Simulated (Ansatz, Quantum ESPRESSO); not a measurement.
# Evanescent states of LiF, rock salt type, lattice constant set to 4.128 Å, part 2 of 3

Wanted: the complex band structure of LiF, rock salt type, lattice constant set to 4.128 Å, as for a tunnel barrier.

Quantum ESPRESSO 7.5; plane-wave DFT, LDA, GBRV ultrasoft pseudopotentials; cross-check by Ansatz 0.2.0 with PAW datasets.

So far. Step 2 (Self-consistent run): The run needed 8 iterations to bring the estimated error under 1e-09 Ry.

The structure was built from a prototype and need not be the compound's stable phase.

**3. Complex bands with pwcond.x**

Level of this step: complex band structure by pwcond; plane-wave DFT, LDA, GBRV ultrasoft pseudopotentials (Quantum ESPRESSO).

ikind = 0 solves one period of the crystal for all kz, real and complex, at each energy and k across. ewind and epsproj trim the two-dimensional plane-wave basis; nz1 sets the subslabs.

File cbs.in:

```
&inputcond
  outdir = './out'
  prefixl = 'scf'
  band_file = 'cbs'
  ikind = 0
  ewind = 4.0
  epsproj = 1e-05
  nz1 = 7
  energy0 = 9.9
  denergy = -0.3
/
4
  0.00000000 0.00000000 1.00000000
  0.50000000 0.00000000 1.00000000
  0.50000000 0.50000000 1.00000000
  0.25000000 0.00000000 1.00000000
41
```

Started as:

```bash
OMP_NUM_THREADS=1 mpirun -n 2 pwcond.x -in cbs.in > cbs.out
```

Output:

```text
[banner, memory and clock lines left out]
Program PWCOND v.7.5 starts

          URL

     ./out/scf.save/

     IMPORTANT: XC functional enforced from input :
     Exchange-correlation= PZ
                           (   1   1   0   0   0   0   0)
     Any further DFT definition will be discarded
     Please, verify this is what you really want

     Reading collected, re-writing distributed wavefunctions

===== INPUT FILE containing the left lead =====

     GEOMETRY:

     lattice parameter (alat)  =       5.5160  a.u.
     the volume                =     237.3481 (a.u.)^3
     the cross section         =      30.4262 (a.u.)^2
     l of the unit cell        =       1.4142 (alat)
     number of atoms/cell      =            4
     number of atomic types    =            2

     crystal axes: (cart. coord. in units of alat)
               a(1) = (  1.0000  0.0000  0.0000 )
               a(2) = (  0.0000  1.0000  0.0000 )
               a(3) = (  0.0000  0.0000  1.4142 )

   Cartesian axes

     site n.     atom                  positions (alat units)
          1        Li     tau(  1)=(  0.0000  0.0000  1.4142  )
          2        F      tau(  2)=(  0.5000  0.5000  1.4142  )
          3        Li     tau(  3)=(  0.5000  0.5000  0.7071  )
          4        F      tau(  4)=(  0.0000  0.0000  0.7071  )

     nr1s                      =           24
     nr2s                      =           24
     nr3s                      =           32
     nr1sx                     =           24
     nr2sx                     =           24
     nr3sx                     =           32
     nr1                       =           25
     nr2                       =           25
     nr3                       =           36
     nr1x                      =           25
     nr2x                      =           25
     nr3x                      =           36

 _______________________________
  Radii of nonlocal spheres:

     type       ibeta     ang. mom.          radius (alat units)
       Li         1         0                    0.3655
       Li         2         0                    0.3655
       Li         3         0                    0.3655
       Li         4         1                    0.3655
       Li         5         1                    0.3655
       F          1         0                    0.2560
       F          2         0                    0.2560
       F          3         1                    0.2560
       F          4         1                    0.2560
----- General information -----

----- Complex band structure calculation -----

     nrx                       =           24
     nry                       =           24
     nz1                       =            7

     energy0               =         9.9E+00
     denergy               =        -3.0E-01
     nenergy               =         41
     ecut2d                =         4.0E+01
     ewind                 =         4.0E+00
     epsproj               =         1.0E-05

     number of k_|| points=    4
                       cryst. coord.
        k(    1) = (   0.0000000   0.0000000), wk =   0.2500000
        k(    2) = (   0.5000000   0.0000000), wk =   0.2500000
        k(    3) = (   0.5000000   0.5000000), wk =   0.2500000
        k(    4) = (   0.2500000   0.0000000), wk =   0.2500000
----- Information about left lead -----

     nocros                   =           17
     noins                    =           17
     norb                     =           51
     norbf                    =           51
     nrz                      =           32

      iorb      type   ibeta   ang. mom.   m       position (alat)
        1        1       1        0        1   taunew(   1)=(  0.0000  0.0000  0.0000)
        2        1       2        0        1   taunew(   2)=(  0.0000  0.0000  0.0000)
        3        1       3        0        1   taunew(   3)=(  0.0000  0.0000  0.0000)
        4        1       4        1        1   taunew(   4)=(  0.0000  0.0000  0.0000)
        5        1       4        1        2   taunew(   5)=(  0.0000  0.0000  0.0000)
        6        1       4        1        3   taunew(   6)=(  0.0000  0.0000  0.0000)
        7        1       5        1        1   taunew(   7)=(  0.0000  0.0000  0.0000)
        8        1       5        1        2   taunew(   8)=(  0.0000  0.0000  0.0000)
        9        1       5        1        3   taunew(   9)=(  0.0000  0.0000  0.0000)
       10        2       1        0        1   taunew(  10)=(  0.5000  0.5000  0.0000)
       11        2       2        0        1   taunew(  11)=(  0.5000  0.5000  0.0000)
       12        2       3        1        1   taunew(  12)=(  0.5000  0.5000  0.0000)
       13        2       3        1        2   taunew(  13)=(  0.5000  0.5000  0.0000)
       14        2       3        1        3   taunew(  14)=(  0.5000  0.5000  0.0000)
       15        2       4        1        1   taunew(  15)=(  0.5000  0.5000  0.0000)
       16        2       4        1        2   taunew(  16)=(  0.5000  0.5000  0.0000)
       17        2       4        1        3   taunew(  17)=(  0.5000  0.5000  0.0000)
       18        1       1        0        1   taunew(  18)=(  0.5000  0.5000  0.7071)
       19        1       2        0        1   taunew(  19)=(  0.5000  0.5000  0.7071)
       20        1       3        0        1   taunew(  20)=(  0.5000  0.5000  0.7071)
       21        1       4        1        1   taunew(  21)=(  0.5000  0.5000  0.7071)
       22        1       4        1        2   taunew(  22)=(  0.5000  0.5000  0.7071)
       23        1       4        1        3   taunew(  23)=(  0.5000  0.5000  0.7071)
       24        1       5        1        1   taunew(  24)=(  0.5000  0.5000  0.7071)
       25        1       5        1        2   taunew(  25)=(  0.5000  0.5000  0.7071)
       26        1       5        1        3   taunew(  26)=(  0.5000  0.5000  0.7071)
       27        2       1        0        1   taunew(  27)=(  0.0000  0.0000  0.7071)
       28        2       2        0        1   taunew(  28)=(  0.0000  0.0000  0.7071)
       29        2       3        1        1   taunew(  29)=(  0.0000  0.0000  0.7071)
       30        2       3        1        2   taunew(  30)=(  0.0000  0.0000  0.7071)
       31        2       3        1        3   taunew(  31)=(  0.0000  0.0000  0.7071)
       32        2       4        1        1   taunew(  32)=(  0.0000  0.0000  0.7071)
       33        2       4        1        2   taunew(  33)=(  0.0000  0.0000  0.7071)
       34        2       4        1        3   taunew(  34)=(  0.0000  0.0000  0.7071)
       35        1       1        0        1   taunew(  35)=(  0.0000  0.0000  1.4142)
       36        1       2        0        1   taunew(  36)=(  0.0000  0.0000  1.4142)
       37        1       3        0        1   taunew(  37)=(  0.0000  0.0000  1.4142)
       38        1       4        1        1   taunew(  38)=(  0.0000  0.0000  1.4142)
       39        1       4        1        2   taunew(  39)=(  0.0000  0.0000  1.4142)
       40        1       4        1        3   taunew(  40)=(  0.0000  0.0000  1.4142)
       41        1       5        1        1   taunew(  41)=(  0.0000  0.0000  1.4142)
       42        1       5        1        2   taunew(  42)=(  0.0000  0.0000  1.4142)
       43        1       5        1        3   taunew(  43)=(  0.0000  0.0000  1.4142)
       44        2       1        0        1   taunew(  44)=(  0.5000  0.5000  1.4142)
       45        2       2        0        1   taunew(  45)=(  0.5000  0.5000  1.4142)
       46        2       3        1        1   taunew(  46)=(  0.5000  0.5000  1.4142)
       47        2       3        1        2   taunew(  47)=(  0.5000  0.5000  1.4142)
       48        2       3        1        3   taunew(  48)=(  0.5000  0.5000  1.4142)
       49        2       4        1        1   taunew(  49)=(  0.5000  0.5000  1.4142)
       50        2       4        1        2   taunew(  50)=(  0.5000  0.5000  1.4142)
       51        2       4        1        3   taunew(  51)=(  0.5000  0.5000  1.4142)
    k slab    z(k)  z(k+1)     crossing(iorb=1,norb)
    1   0.0000 0.0442 0.0442   111111111111111110000000000000000000000000000000000
    2   0.0442 0.0884 0.0442   111111111111111110000000000000000000000000000000000
    3   0.0884 0.1326 0.0442   111111111111111110000000000000000000000000000000000
    4   0.1326 0.1768 0.0442   111111111111111110000000000000000000000000000000000
    5   0.1768 0.2210 0.0442   111111111111111110000000000000000000000000000000000
    6   0.2210 0.2652 0.0442   111111111111111110000000000000000000000000000000000
    7   0.2652 0.3094 0.0442   111111111000000000000000000000000000000000000000000
    8   0.3094 0.3536 0.0442   111111111000000001111111110000000000000000000000000
    9   0.3536 0.3977 0.0442   111111111000000001111111110000000000000000000000000
   10   0.3977 0.4419 0.0442   000000000000000001111111110000000000000000000000000
   11   0.4419 0.4861 0.0442   000000000000000001111111111111111100000000000000000
   12   0.4861 0.5303 0.0442   000000000000000001111111111111111100000000000000000
   13   0.5303 0.5745 0.0442   000000000000000001111111111111111100000000000000000
   14   0.5745 0.6187 0.0442   000000000000000001111111111111111100000000000000000
   15   0.6187 0.6629 0.0442   000000000000000001111111111111111100000000000000000
   16   0.6629 0.7071 0.0442   000000000000000001111111111111111100000000000000000
   17   0.7071 0.7513 0.0442   000000000000000001111111111111111100000000000000000
   18   0.7513 0.7955 0.0442   000000000000000001111111111111111100000000000000000
   19   0.7955 0.8397 0.0442   000000000000000001111111111111111100000000000000000
   20   0.8397 0.8839 0.0442   000000000000000001111111111111111100000000000000000
   21   0.8839 0.9281 0.0442   000000000000000001111111111111111100000000000000000
   22   0.9281 0.9723 0.0442   000000000000000001111111111111111100000000000000000
   23   0.9723 1.0165 0.0442   000000000000000001111111110000000000000000000000000
   24   1.0165 1.0607 0.0442   000000000000000001111111110000000011111111100000000
   25   1.0607 1.1049 0.0442   000000000000000001111111110000000011111111100000000
   26   1.1049 1.1490 0.0442   000000000000000000000000000000000011111111100000000
   27   1.1490 1.1932 0.0442   000000000000000000000000000000000011111111111111111
   28   1.1932 1.2374 0.0442   000000000000000000000000000000000011111111111111111
   29   1.2374 1.2816 0.0442   000000000000000000000000000000000011111111111111111
   30   1.2816 1.3258 0.0442   000000000000000000000000000000000011111111111111111
   31   1.3258 1.3700 0.0442   000000000000000000000000000000000011111111111111111
   32   1.3700 1.4142 0.0442   000000000000000000000000000000000011111111111111111
 ngper, shell number =           97          16
 ngper, n2d =           97          52
---  E-Ef =    9.9000000  k =    0.0000000   0.0000000
---  ie =          1  ik =          1
 Nchannels of the left tip =            1
 Right moving states:
   k1(2pi/a)   k2(2pi/a)   E-Ef (eV)
   0.4270588  -0.0000000   9.9000000
 Left moving states:
   k1(2pi/a)   k2(2pi/a)   E-Ef (eV)
  -0.4270589  -0.0000000   9.9000000

---  E-Ef =    9.6000000  k =    0.0000000   0.0000000
---  ie =          2  ik =          1
 Nchannels of the left tip =            1
 Right moving states:
   k1(2pi/a)   k2(2pi/a)   E-Ef (eV)
   0.3844161  -0.0000000   9.6000000
 Left moving states:
   k1(2pi/a)   k2(2pi/a)   E-Ef (eV)
  -0.3844161  -0.0000000   9.6000000
[... further energies and points left out ...]
---  E-Ef =   -1.8000000  k =    0.2500000   0.0000000
---  ie =         40  ik =          4
 Nchannels of the left tip =            1
 Right moving states:
   k1(2pi/a)   k2(2pi/a)   E-Ef (eV)
  -0.4737474  -0.0000000  -1.8000000
 Left moving states:
   k1(2pi/a)   k2(2pi/a)   E-Ef (eV)
   0.4737474  -0.0000000  -1.8000000

---  E-Ef =   -2.1000000  k =    0.2500000   0.0000000
---  ie =         41  ik =          4
 Nchannels of the left tip =            1
 Right moving states:
   k1(2pi/a)   k2(2pi/a)   E-Ef (eV)
   0.3498358  -0.0000000  -2.1000000
 Left moving states:
   k1(2pi/a)   k2(2pi/a)   E-Ef (eV)
  -0.3498359  -0.0000000  -2.1000000

Note: The following floating-point exceptions are signalling: IEEE_UNDERFLOW_FLAG IEEE_DENORMAL
Note: The following floating-point exceptions are signalling: IEEE_UNDERFLOW_FLAG IEEE_DENORMAL
```

Elapsed: 15 s, on 2 MPI ranks of Intel Xeon 6975P-C (Granite Rapids), shared host; peak memory 0.11 GiB.

Numbers from this step:

```
peak of the smallest κ at the zone centre : 0.833 Å⁻¹
energy of the peak at the zone centre     : 3.3 eV
peak of the smallest κ at (1/4, 0)        : 0.788 Å⁻¹
```

K across = (0, 0) in the cell's reciprocal vectors; values within 0.0025 1/Å of each other count once, columns are sorted by size at each energy, a dash where no further value was kept. Im kz of the slowest decaying states against energy, zero at the highest filled level of the SCF mesh:

```csv
energy (eV),decay 1 (Å⁻¹),decay 2 (Å⁻¹),decay 3 (Å⁻¹)
-2.10,0.972,1.47,2.07
-0.90,1.43,1.95,2.09
0.00,0.007,0.032,1.42
0.90,0.541,0.825,1.44
2.10,0.763,1.13,1.48
3.00,0.827,1.29,1.43
3.90,0.824,1.40,1.45
5.10,0.75,1.37,1.61
6.00,0.653,1.35,1.60
6.90,0.516,1.33,1.52
8.10,0.137,1.29,1.42
9.00,1.27,1.33,1.51
```

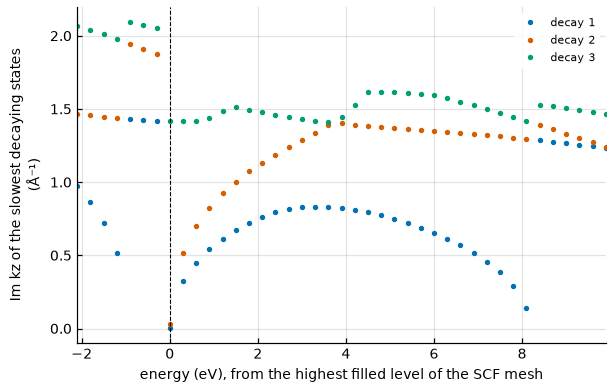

Im kz of the slowest decaying states against energy.

K across = (0, 0) in the cell's reciprocal vectors. Table of Re kz of states that move upwards by energy, zero at the highest filled level of the SCF mesh:

```csv
energy (eV),channel 1 (Å⁻¹),channel 2 (Å⁻¹),channel 3 (Å⁻¹)
-2.10,0.494,-,-
-1.50,0.710,-,-
-0.60,-0.480,0.624,0.624
0.00,-,-,-
0.60,-,-,-
1.50,-,-,-
2.10,-,-,-
2.70,-,-,-
3.60,-,-,-
4.20,-,-,-
5.10,-,-,-
5.70,-,-,-
6.30,-,-,-
7.20,-,-,-
7.80,-,-,-
8.40,0.220,-,-
9.30,0.515,-,-
9.90,0.650,-,-
```

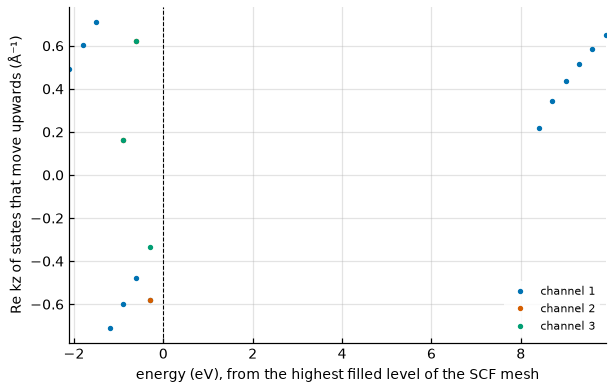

Re kz of states that move upwards, plotted against energy.

K across = (1/2, 0) in the cell's reciprocal vectors; values within 0.0025 1/Å of each other count once, columns are sorted by size at each energy, a dash where no further value was kept. Table of Im kz of the slowest decaying states by energy, zero at the highest filled level of the SCF mesh:

```csv
energy (eV),decay 1 (Å⁻¹),decay 2 (Å⁻¹),decay 3 (Å⁻¹)
-2.10,1.53,1.59,2.93
-1.50,0.124,1.47,1.54
-0.60,1.13,1.54,2.86
0.00,0.243,0.958,1.54
0.60,0.443,1.25,1.53
1.50,0.58,1.38,1.51
2.10,0.633,1.42,1.50
2.70,0.667,1.45,1.48
3.60,0.697,1.46,1.46
4.20,0.704,1.44,1.46
5.10,0.701,1.40,1.45
5.70,0.689,1.38,1.44
6.30,0.669,1.35,1.43
7.20,0.622,1.32,1.40
7.80,0.577,1.29,1.38
8.40,0.516,1.26,1.36
9.30,0.37,1.22,1.32
9.90,0.154,1.20,1.29
```

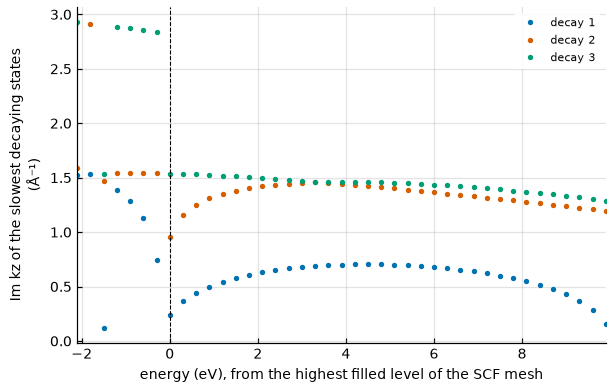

Im kz of the slowest decaying states, plotted against energy.

K across = (1/2, 1/2) in the cell's reciprocal vectors; values within 0.0025 1/Å of each other count once, columns are sorted by size at each energy, a dash where no further value was kept. Im kz of the slowest decaying states against energy, zero at the highest filled level of the SCF mesh:

```csv
energy (eV),decay 1 (Å⁻¹),decay 2 (Å⁻¹),decay 3 (Å⁻¹)
-2.10,0.833,2.58,2.86
-1.20,0.509,2.52,2.81
-0.30,0.486,0.582,2.45
0.00,0.575,0.684,2.43
0.60,0.702,0.801,2.39
1.50,0.828,0.896,2.32
2.40,0.914,0.95,2.25
3.30,0.979,0.983,2.17
4.50,1.01,1.05,2.05
5.40,1.01,1.09,1.95
6.30,1.01,1.14,1.84
7.20,1.01,1.21,1.69
8.10,0.997,1.4,2.22
9.00,0.981,1.34,2.15
9.90,0.96,1.28,2.08
```

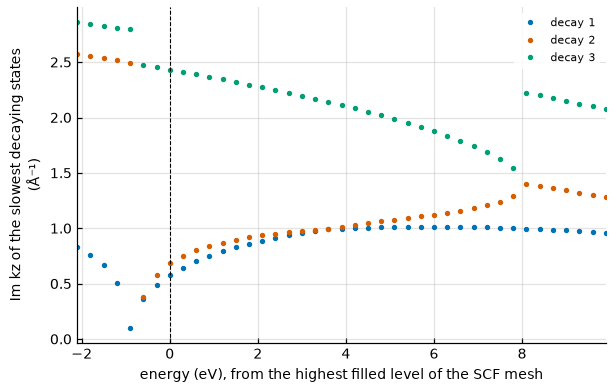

Im kz of the slowest decaying states, plotted against energy.

K across = (1/4, 0) in the cell's reciprocal vectors; values within 0.0025 1/Å of each other count once, columns are sorted by size at each energy, a dash where no further value was kept. Table of Im kz of the slowest decaying states by energy, zero at the highest filled level of the SCF mesh:

```csv
energy (eV),decay 1 (Å⁻¹),decay 2 (Å⁻¹),decay 3 (Å⁻¹)
-2.10,0.42,1.14,1.59
-0.90,0.528,1.57,1.99
0.00,0.127,0.202,1.56
0.90,0.542,1.01,1.55
2.10,0.695,1.49,1.53
3.00,0.75,1.51,1.52
3.90,0.779,1.48,1.53
5.10,0.787,1.45,1.52
6.00,0.773,1.41,1.50
6.90,0.742,1.38,1.48
8.10,0.657,1.33,1.44
9.00,0.506,1.29,1.41
```

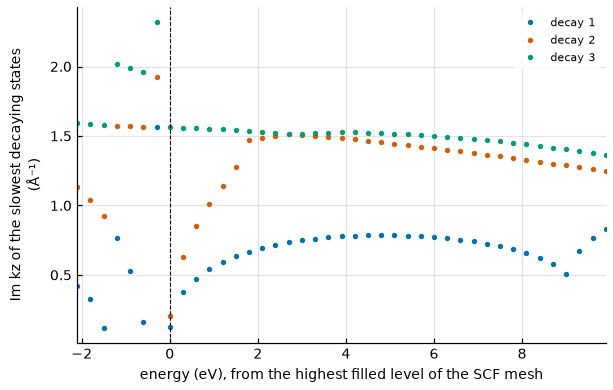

Im kz of the slowest decaying states against energy.

The program's own clock; routines nest. Time by routine:

```csv
routine,wall time (s),calls
PWCOND,14.42,1
scatter_forw,8.93,164
compbs,5.01,164
compbs_2,4.73,164
init,0.34,1
poten,0.14,1
local,0.12,4
```

[end of part 2 of 3]

[Logs are printed without paths, hosts, clocks, repeated set-up lines and the standing remarks that a program may print on its own settings, such as how far it seeks lower states.]

[Hosts, paths, dates, database ids (printed as entryN), source tags and the programs' standing remarks are cut or masked in the printed files.]

[Maps of the electrostatic potential energy from Ansatz leave out the sawtooth potential of an applied field or a dipole correction, so their vacuum need not be flat; planar profiles and work functions include it.]
